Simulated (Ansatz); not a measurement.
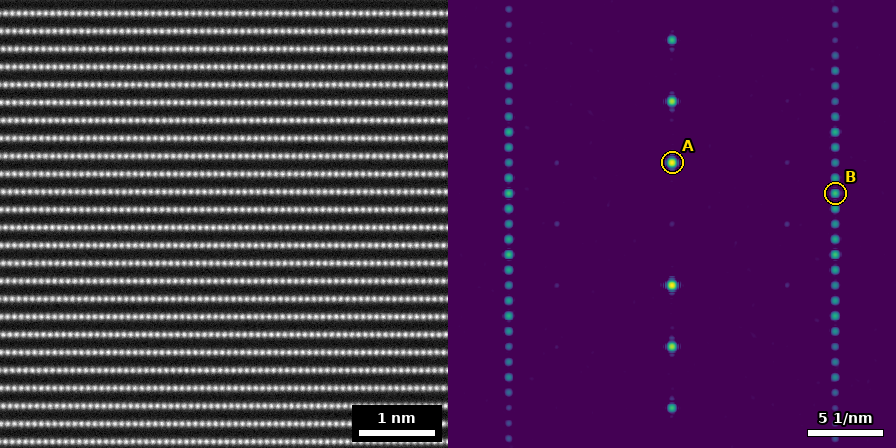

Z-contrast image of a crystal. The image is simulated as a sum over atoms of Z^1.6, blurred by a 0.56 Å probe (no channelling). The probe carries 25 % of its weight in a tail 2.5 times as wide. The display is stretched by a gamma of 0.65; percentages refer to the linear signal. Shot noise was added.

The right panel is the modulus of the image's Fourier transform on a logarithmic scale.

Which lattice spacings do the marked spots stand for, and what angle do A and B enclose?

Answer. A: 2.4 Å, B: 0.9 Å; A and B enclose about 79°.

The crystal is Mo (P6_3/mmc, No. 194) along [310]; the spots are (0 0 -4) and (1 -3 -2). Structure used: the geometry relaxed with DFT PBEsol, scalar-relativistic, plane waves, PAW in Ansatz; the starting structure was generated, so it need not be a known form of this composition.
